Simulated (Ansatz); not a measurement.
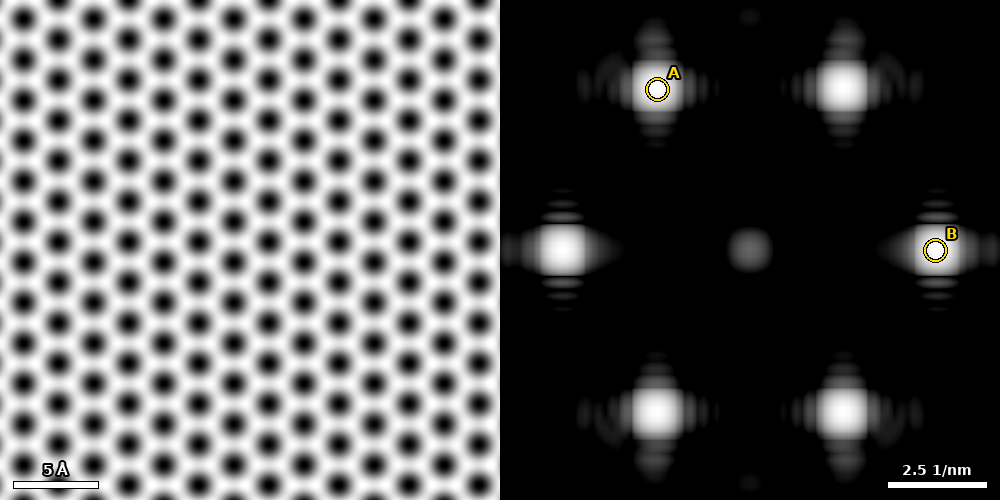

HRTEM-like image of Cr (P6/mmm, No. 191) along [001]. Simulated in the weak-phase-object approximation with neutral-atom potentials: 300 kV, Cs = 0.60 mm, defocus −412 Å (negative is underfocus), defocus spread 20 Å, aperture 0.58 1/Å. Atomic positions: a calculation's starting geometry; the starting structure was generated, so it need not be a known form of this composition.

The right panel is the modulus of the image's Fourier transform on a logarithmic scale.

a = 4.206 Å, b = 4.206 Å, c = 2.269 Å, α = 90.00°, β = 90.00°, γ = 120.00°

Q: Index the marked spots and give their plane spacings (the zone axis points at the viewer; indices equivalent by symmetry, or all signs reversed, are as good).

A: (-2 1 0), d = 2.10 Å; B: (110), d = 2.10 Å. A and B enclose 120°, and every spot obeys the zone law hu + kv + lw = 0 for [001].
